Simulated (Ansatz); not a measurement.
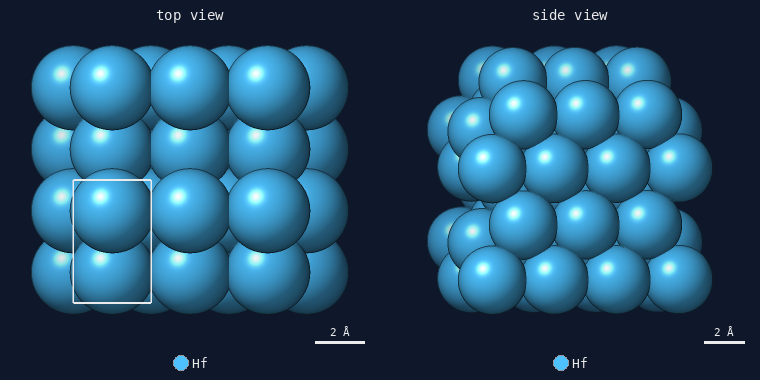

Hf(100) (P6_3/mmc bulk, 8 atomic planes (those closer than 0.6 Å count as one), 10 Å), seen from above and from the side.

Theory: DFT PBE, scalar-relativistic, plane waves, PAW in Ansatz. Cutoff 420 eV, 18 × 12 k-points, Gaussian smearing 0.1 eV, dipole correction. The slab is a cut without reconstruction beyond its cell, at the source's lattice constants, with its lower half held fixed and the rest relaxed. Of the two ways to cut these planes this one leaves the wide spacing on top (1.85 Å as cut, then 0.92 Å); the other cut leaves better-bound surface atoms. No spin polarisation. Spin–orbit coupling is left out; with Hf it can shift levels and gaps. The run couldn't confirm all of its levels under its output density. The run warns that the functional's potential is rough in the thin density of the vacuum, where the tip is; weak contrasts and barriers may feel it.

Tersoff–Hamann simulation (s-wave tip); biases are sample biases. Bias windows are sharp sums over the levels of the k mesh.

The calculation's input:

```yaml
crystal:
  lattice:
    - [3.19669852, 0.0, 0.0]
    - [0.0, 5.0578, 0.0]
    - [0.0, 0.0, 28.1508811889]
  atoms:
    - { symbol: Hf, position: [0.0, 0.25, 0.3197058003] }
    - { symbol: Hf, position: [0.0, 0.75, 0.3852673302] }
    - { symbol: Hf, position: [0.5, 0.25, 0.4180480901] }
    - { symbol: Hf, position: [0.5, 0.75, 0.48360962] }
    - { symbol: Hf, position: [0.0, 0.25, 0.5195004295] }
    - { symbol: Hf, position: [0.0, 0.75, 0.5846429396] }
    - { symbol: Hf, position: [0.5, 0.25, 0.6154936536] }
    - { symbol: Hf, position: [0.5, 0.75, 0.6733897443] }
basis:
  ecutwfc: 420.0
  fft_grid_basis: typed
kpoints:
  mp_grid: { grid: [18, 12, 1] }
hamiltonian:
  xc: pbe
  pseudopotentials: { kind: paw }
scf:
  occupations: { method: gaussian, width: 0.1 }
output:
  forces: true
  eigenvalues: true
  band_densities:
    - { e_range: [-2.0, -1.0] }
    - { e_range: [-1.0, -0.5] }
    - { e_range: [-0.5, -0.25] }
    - { e_range: [-0.25, 0.0] }
    - { e_range: [0.0, 0.25] }
    - { e_range: [0.25, 0.5] }
    - { e_range: [0.5, 1.0] }
    - { e_range: [1.0, 1.5] }
  band_residual_tolerance: 1.0e-05
  write_potential: true
  elf: true
  write_density: true
  volumetric_format: npy
efield:
  axis: 3
  dipole_correction: true
  ramp_width: 0.04
checkpoint:
  read: start.run
  write: ck
  compress: false
  write_wavefunctions: false
  write_every: 100000
```

Command:

```sh
ansatz run input.yaml --threads 1 --pin off --max-ram 2211MiB --backend cpu --events-out ev --progress --plain --runs-dir out
```

Run time of this step alone (it restarts from the relaxed density): 47 min on 1 thread of Arm Neoverse N1, with other jobs on the host, peak memory 2 GiB.

**Predict the constant-current image at a set point of 8.4 × 10⁻⁵ e/Å³ at −1.00 V.**

The brightest spots lie over the sites above the Hf atoms 1.6 Å below the top plane; the darkest points are over the top Hf atoms. The corrugation is 9 pm at a mean tip height of 4.0 Å. So weak a contrast (9 pm) depends on the k-mesh and on the tip.

**Predict the constant-current image at a set point of 3.9 × 10⁻⁵ e/Å³ at +0.50 V.**

The brightest spots lie over the sites above the Hf atoms 2.5 Å below the top plane; the darkest points are over the sites above the Hf atoms 1.6 Å below the top plane. The corrugation is 34 pm at a mean tip height of 5.0 Å.

The computed images, with the atoms seen from above drawn over one corner (deeper ones smaller):

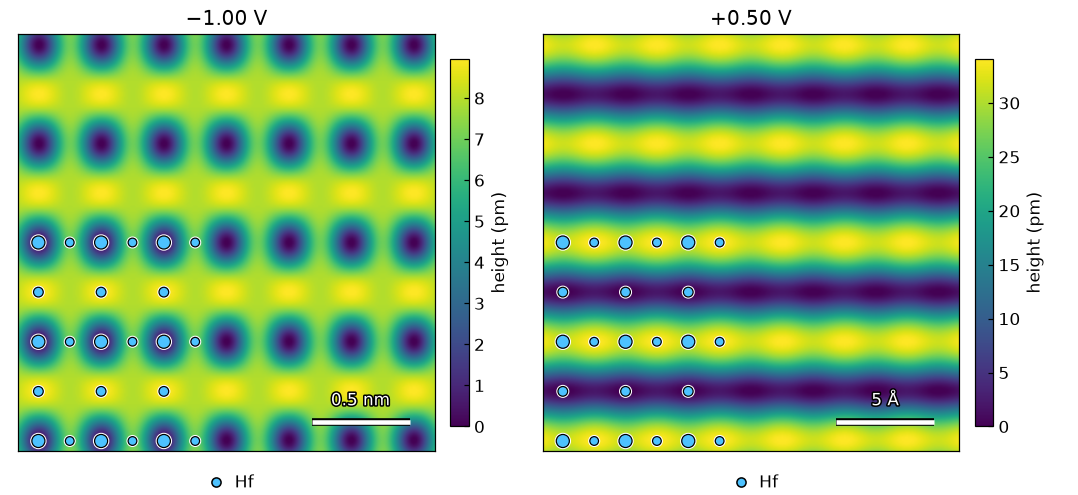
